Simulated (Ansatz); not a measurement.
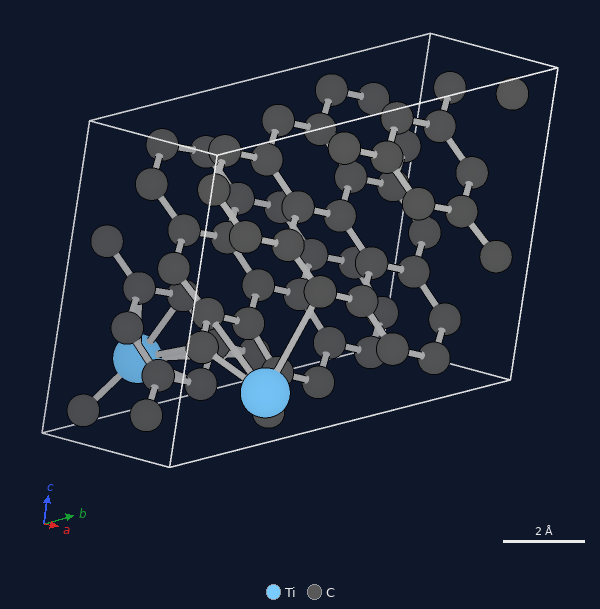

**Figure 1.** The structure (ball-and-stick view of the cell of the calculation, seen slightly off an axis). An atom can appear more than once, as a periodic image.

# TiC63: single-point calculation (part 1 of 2)

The run: single-point calculation of TiC63 (defect cell, 64 atoms in the cell). Method and program: DFT PBE, scalar-relativistic, plane waves, PAW, spin-polarised (Ansatz 0.2.0).

The structure derives from an entry of the Crystallography Open Database.

### Input file
```yaml
crystal:
  lattice:
    - [-4.912115, -2.836011, 6.694023]
    - [4.912115, -2.836011, 6.694023]
    - [0.0, 5.672022, 6.694023]
  atoms:
    - { symbol: Ti, position: [1.0080776509, 0.2542642633, 0.1687051378] }
    - { symbol: C, position: [0.4096143972, 0.1620914618, 0.1831922289] }
    - { symbol: C, position: [0.6660331983, 0.4204381434, 0.1489641347] }
    - { symbol: C, position: [0.9083904817, 0.6633190926, 0.1832189035] }
    - { symbol: C, position: [0.6807031156, 0.175412442, 0.4077502311] }
    - { symbol: C, position: [0.910084889, 0.415117599, 0.4360654774] }
    - { symbol: C, position: [0.9082750419, 0.1620267488, 0.6829133303] }
    - { symbol: C, position: [0.1636703122, 0.4173824055, 0.1867633343] }
    - { symbol: C, position: [0.4192306399, 0.6661175188, 0.1485291072] }
    - { symbol: C, position: [0.6572203246, 0.910947876, 0.181557078] }
    - { symbol: C, position: [0.1614605262, 0.1638585058, 0.4361723657] }
    - { symbol: C, position: [0.4231914196, 0.4200864279, 0.4022587482] }
    - { symbol: C, position: [0.6568042841, 0.6609342473, 0.4314674236] }
    - { symbol: C, position: [0.9284902103, 0.9275831975, 0.4076968069] }
    - { symbol: C, position: [0.4224328638, 0.1681760061, 0.6484025016] }
    - { symbol: C, position: [0.6565848697, 0.4105151079, 0.6809665776] }
    - { symbol: C, position: [0.9213639055, 0.6694015799, 0.6484092426] }
    - { symbol: C, position: [0.6569563872, 0.1606534422, 0.9310629974] }
    - { symbol: C, position: [0.916977082, 0.4190108041, 0.8961848929] }
    - { symbol: C, position: [0.1732996267, 0.9126917146, 0.1487233274] }
    - { symbol: C, position: [0.1732093669, 0.6701029377, 0.4022597517] }
    - { symbol: C, position: [0.4071401093, 0.9104585207, 0.4314154594] }
    - { symbol: C, position: [0.1728243595, 0.4196995044, 0.6522114894] }
    - { symbol: C, position: [0.4056121477, 0.65939004, 0.679800459] }
    - { symbol: C, position: [0.6724338889, 0.9193319364, 0.6499969274] }
    - { symbol: C, position: [0.1717385958, 0.1636211336, 0.8960622136] }
    - { symbol: C, position: [0.4073009945, 0.4107801427, 0.9307011425] }
    - { symbol: C, position: [0.6679449614, 0.6664553121, 0.8960658035] }
    - { symbol: C, position: [0.9068842088, 0.910739783, 0.931097833] }
    - { symbol: C, position: [0.1566808589, 0.9102853935, 0.6809290902] }
    - { symbol: C, position: [0.1569646104, 0.6610031953, 0.9307090585] }
    - { symbol: C, position: [0.4194142366, 0.9147389385, 0.8959658162] }
    - { symbol: C, position: [0.5742134358, 0.0775359843, 0.0980116555] }
    - { symbol: C, position: [0.8294384539, 0.3453290701, 0.0621570507] }
    - { symbol: C, position: [0.8552504345, 0.1022143704, 0.3399110194] }
    - { symbol: C, position: [0.0978063767, 0.0758764536, 0.0618454775] }
    - { symbol: C, position: [0.3271177045, 0.3296226455, 0.0998854896] }
    - { symbol: C, position: [0.5827719735, 0.5837275096, 0.0629103517] }
    - { symbol: C, position: [0.8238347841, 0.8279729423, 0.0980791696] }
    - { symbol: C, position: [0.3263812795, 0.0789383481, 0.3502787944] }
    - { symbol: C, position: [0.5905748206, 0.3394539516, 0.321178603] }
    - { symbol: C, position: [0.8252416402, 0.5801046073, 0.3502738607] }
    - { symbol: C, position: [0.5905843673, 0.0867495697, 0.5672928775] }
    - { symbol: C, position: [0.8250338548, 0.3290565974, 0.6001702363] }
    - { symbol: C, position: [0.8236752032, 0.0774477037, 0.8479067739] }
    - { symbol: C, position: [0.075833194, 0.5807879105, 0.0998844806] }
    - { symbol: C, position: [0.3366697659, 0.8294915444, 0.0627397973] }
    - { symbol: C, position: [0.0806032892, 0.3343170512, 0.3559700546] }
    - { symbol: C, position: [0.3382739212, 0.5851683672, 0.3171910525] }
    - { symbol: C, position: [0.5734955241, 0.827228134, 0.3475136409] }
    - { symbol: C, position: [0.0753109987, 0.0787723768, 0.6002494343] }
    - { symbol: C, position: [0.3395854216, 0.3367419499, 0.5688912102] }
    - { symbol: C, position: [0.5727766041, 0.5766107369, 0.5971338656] }
    - { symbol: C, position: [0.8398482826, 0.8374699195, 0.5672364325] }
    - { symbol: C, position: [0.3384730894, 0.081652384, 0.8115765813] }
    - { symbol: C, position: [0.573134247, 0.32656098, 0.8470836427] }
    - { symbol: C, position: [0.8349225064, 0.5855880194, 0.8116835088] }
    - { symbol: C, position: [0.09250882, 0.8374449151, 0.3211074533] }
    - { symbol: C, position: [0.0899400837, 0.5865476112, 0.5689411424] }
    - { symbol: C, position: [0.3227727112, 0.8264630864, 0.5970582363] }
    - { symbol: C, position: [0.0874092041, 0.3343345815, 0.8165113731] }
    - { symbol: C, position: [0.3229761437, 0.5767388588, 0.846969708] }
    - { symbol: C, position: [0.586744848, 0.8336356256, 0.8137263072] }
    - { symbol: C, position: [0.0727453631, 0.8268460339, 0.847060972] }
magnetization:
  spin_polarized: true
basis:
  ecutwfc: 420
  fft_grid_basis: typed
kpoints:
  mp_grid: { grid: [3, 3, 3] }
hamiltonian:
  xc: pbe
  pseudopotentials: { kind: paw }
scf:
  occupations: { method: gaussian, width: 0.05 }
  n_extra_bands: 23
output:
  forces: true
  stress: false
  eigenvalues: true
  bader: false
  write_density: false
  volumetric_format: npy
  populations: true
  band_densities: [{ e_range: [-0.84, -0.23] }, { e_range: [0.23, 0.84] }]
  dos:
    e_range: [-30, 8]
    de: 0.02
    method: { smearing: { sigma: 0.03, scheme: gaussian } }
    projected: { site_lists: { C: [C], Ti: [Ti] } }
checkpoint:
  read: start.run
  write: ck
  compress: false
  write_wavefunctions: false
  write_every: 100000
```

Run on 4 threads of Arm Neoverse N1, 98 GiB of memory available, shared host.

Launch command:
```bash
ansatz run input.yaml --threads 4 --pin off --max-ram 10240MiB --backend cpu --events-out ev --progress --plain --runs-dir out
```

### The program's output
```
Warning: checkpoint.read: spin seed differs: saved 9fb566380c0e…, current ec00cef56297…; the loaded state replaces the seed-built initial guess (but the starting_ns of a DFT+U solve that opens without the state's occupation matrices), so the run may converge into the producing seed's basin, or, where the symmetry group that follows from this deck's starting moments and starting_ns does not hold the saved magnetisation, lose that magnetisation at its first build. Where atoms have moved since the state was saved, this difference can also decide whether moments are moved with them. A self-consistent run of this deck without the state starts from its starting moments and, under a DFT+U term, its starting_ns
scf.n_extra_bands = 23 over 132 filled bands (N_el = 264.0): the run solves 155 bands
Engine: ansatz 0.2.0, aarch64-unknown-linux-gnu
Pseudopotentials: kind: paw
Pseudopotential: Ti, paw, valence charge 12, recommended cutoff 420 eV (normal), Ti.paw.azcp
Pseudopotential: C, paw, valence charge 4, recommended cutoff 420 eV (normal), C.paw.azcp
Functional definition: PBE
  parameter kappa = 0.804
  parameter beta = 0.06672455060314922
  exchange = pbe_x(kappa = kappa, mu = beta*pi^2/3)
  correlation = pbe_c(beta = beta)
Crystal: 64 atoms, lattice volume = 559.519 Å³
Basis set: ecut = 420 eV, 10931 PW (Γ), exchange–correlation on 120×120×120 points (8 copies of the dense FFT grid, shifted against one another)
Bands: 155, of which v1, the nominal top of the filled ones, is band 132 counted from 1 (131 counted from 0)
Symmetry: 1 space group operations
Space group: P1 (ITA 1), of the structure as read, at distance tolerance 8.2e-5 Å
k-points: 14 of 27 (time reversal used)
Non-local potential: Ti, projectors of the file, l = 0: 3, l = 1: 2, l = 2: 3, l = 3: 1
Non-local potential: C, projectors of the file, l = 0: 2, l = 1: 2, l = 2: 1
PAW form: soft (Blöchl's): semilocal exchange-correlation on the pseudo side does not see the compensation charge
PAW one-centre angular grid: Ti, 590 points (default); XC on 64 Gauss nodes
PAW one-centre angular grid: C, 110 points (default); XC on 64 Gauss nodes
Initial density: read from a saved state, or passed on in memory by an earlier SCF of this step, an earlier step, the calling program or the single point that the run made first
Stability of the state it starts from, as read at its close in the collinear treatment: not read negative (Ritz values of 1 − χ₀K, real part plus size of imaginary part, from 0.94 to 0.95, by its mixing steps under no symmetry); its run was given moments
Initial wavefunctions: pseudopotential atomic-orbital guess
Functional: x = pbe(κ = 0.804, μ = 0.2195149727645171), c = pbe(β = 0.06672455060314922)
iter 1 solved again at ethr=6.99e-8 eV; its pass at ethr=3.10e-3 eV (dr2=1.85e-4 eV) is discarded
SCF iter   1: F=—  HF=-18303.329348 eV  |F-HF|=—  |Δ(HF+E_count)|=         —  Δρ=3.86e-7 (↑3.86e-7 ↓3.72e-7)  dr2=4.57e-9  dr2_m=1.51e-11  M=0.000 μB ∫|m|=0.000 μB  β_m=0.30  ethr=6.99e-8  ⟨swp⟩=4.1  Hψ=35624  notcnv=0
eigensolver tolerance schedule: the retry pair's looser diagonalisation over-reported the residual by 40441.01 of it (diagonalisation noise at 10.43 of the residual, at the tolerance the schedule requests for it); recorded, not acted on — ethr = c·dr2/N_el stays at c = 1.0e-1
preconditioner: auto → Resta (q_TF=auto, 2.407 Å⁻¹)  ε∞=5.6  [insulator: Δε(μ)=0.472 eV  Ē_g=11.748 eV  σ=0.050 eV  W_gap=1.00  n_scr=142 (ndim 8)  ℏωp=25.1 eV  f_vac=0.010  D(μ)=0.00/eV (n_scr^D=0)  ε∞_Penn≈5.6]
spin=Collinear: Resta preconditioning applied to the charge; magnetization (m = ρ↑ − ρ↓) channel mixes plain (no charge-response kernel on spin).
SCF iter   2: F=—  HF=-18303.329936 eV  |F-HF|=—  |Δ(HF+E_count)|=   5.88e-4  Δρ=2.56e-7 (↑2.56e-7 ↓2.46e-7)  dr2=2.19e-9  dr2_m=1.10e-11  M=0.000 μB ∫|m|=0.000 μB  β_m=0.44  ethr=1.73e-12  ⟨swp⟩=9.9  Hψ=18258  notcnv=0
SCF iter   3: F=-18303.329936 eV  HF=-18303.329936 eV  |F-HF|=6.66e-10  |Δ(HF+E_count)|=  8.11e-10  Δρ=1.55e-7 (↑1.52e-7 ↓1.55e-7)  dr2=7.34e-10  dr2_m=6.31e-12  M=0.000 μB ∫|m|=0.000 μB  ethr=1.00e-12  ⟨swp⟩=1.0  Hψ=10532  notcnv=0
SCF 1 converged in 3 iterations: F = -18303.329936 eV  dr2 = 7.34e-10
  greatest PAW one-centre occupation: 0.999 electrons in one spin orbital (limit 2), on the Ti atom at site 0 (counted from 0), in its partial waves of l = 0
SCF converged after 3 iterations
Magnetization: 0.0000 μB (132.0000 up, 132.0000 down)
Absolute magnetization: 0.0000 μB (∫|ρ↑−ρ↓|, with the PAW one-centre terms)
Spin contamination: 0.0000 ħ² per cell (⟨S²⟩ above its minimum at these occupations)
Per-site moments (μB) at R_I (Å): [(-1.2442206590361025e-7, 0.7794460147470059), (-7.398874705824201e-8, 0.5838540501817904), (-2.149501795747812e-7, 0.5722449995866112), (-7.18832610793863e-8, 0.5839282331725675), (-2.4697166344624273e-7, 0.5809027043990499), (-8.001285877797319e-8, 0.5844575436451481), (-7.318722007664119e-8, 0.5840656987550912), (-9.901089396894486e-8, 0.5875357335674221), (-2.8131999198623265e-7, 0.579353238771944), (-7.542250182374477e-8, 0.5841902831699746), (-8.309288865870136e-8, 0.5845516988371957), (-2.7447665162100775e-7, 0.5810204422970481), (-7.627800940309607e-8, 0.5839071177720889), (-2.4742756365692597e-7, 0.5811285423190982), (-2.956469240250241e-7, 0.5815941794808797), (-7.661570280690272e-8, 0.5841881566643812), (-2.889928345198329e-7, 0.5815317576369382), (-7.387868010647323e-8, 0.5845021828110586), (-1.791017237478401e-7, 0.5777627651958743), (-2.214350250753547e-7, 0.5722249427335412), (-2.7718184629540853e-7, 0.5810742532679661), (-7.708030015697829e-8, 0.5838715914594902), (-2.801562932003456e-7, 0.5844757577318842), (-6.951195347564705e-8, 0.5845124767464084), (-2.8641748537572267e-7, 0.5839578313587039), (-1.8051607437714516e-7, 0.5778126689705588), (-7.730922613908439e-8, 0.5843734908575761), (-2.7148976795900727e-7, 0.5825621604916378), (-7.352985742684727e-8, 0.5845492247837587), (-7.408365829440586e-8, 0.5840571104860944), (-7.727099095707863e-8, 0.58443222611408), (-2.8107094502617205e-7, 0.5827008793855158), (7.586276724534075e-8, 0.5838540501817904), (1.4301304425906337e-7, 0.5722449995866112), (2.1627417151518892e-7, 0.5809027043990499), (1.4739660161921945e-7, 0.5722249427335412), (7.845102608785015e-8, 0.584991804893044), (2.659297197505058e-7, 0.579353238771944), (7.53803149315814e-8, 0.5839282331725675), (6.973901925377438e-8, 0.5838715914594902), (2.6010347940634783e-7, 0.5810204422970481), (6.410123985160119e-8, 0.5839071177720889), (2.95804071860456e-7, 0.5837754508495867), (8.510699922132475e-8, 0.5841881566643812), (6.963865058047592e-8, 0.5840656987550912), (7.70312684512324e-8, 0.58497595028577), (2.7400661199926726e-7, 0.5793928001958366), (5.459830531434293e-8, 0.5877908980138051), (2.7360788572851285e-7, 0.5843240790627425), (7.833933867869904e-8, 0.5841902831699746), (8.312447544715706e-8, 0.5840571104860944), (2.8798974667348845e-7, 0.5846217627872051), (7.153731804168637e-8, 0.5846049952121685), (2.9478120271318614e-7, 0.5837422778190957), (2.8843835989284566e-7, 0.5815941794808797), (7.140313866054745e-8, 0.5843734908575761), (2.7794870154909374e-7, 0.5815317576369382), (2.6132699171298185e-7, 0.5810742532679661), (2.883364594899953e-7, 0.5846078100717336), (6.821388379530041e-8, 0.5845646716518905), (1.9796583836576151e-7, 0.5844757577318842), (6.85999103954752e-8, 0.5845124767464084), (2.985325360422462e-7, 0.5825621604916378), (7.232753626551805e-8, 0.58443222611408)]
Free energy (F): -18303.329936 eV
Harris-Foulkes:  -18303.329936 eV  (|F-HF|=6.66e-10)
Internal energy: -18303.329936 eV  (E = F + TS)
E sigma→0 (E₀):  -18303.329936 eV
Fermi energy:    7.462518 eV
--- Per-component energies (eV) ---
  E_band       = -653.342388
  E_kinetic    = 6038.230064
  E_local      = -10774.374042  (includes V_loc(G=0)·N_el)
  E_nonlocal   = 1736.392350
  E_hartree    = 3415.872793
  E_xc         = -3132.877536
  E_vxc        = -3881.289127  (∫ρ·V_xc dr)
  E_paw        = -7309.677408  (= ΣΔE_a)
  E_vpaw       = -604.047756  (= ΣTr[D̂ρ^β])
  E_aug_tail   = 0.000615  (compensation charges beyond the density's cutoff)
  E_ewald      = -8276.896772
  E_smearing   = -0.000000  (= −TS)
  E_closure    = 0.000000  (closes the sum)
  Σ components = -18303.329936   (vs F -18303.329936, Δ=0.00e0)
```
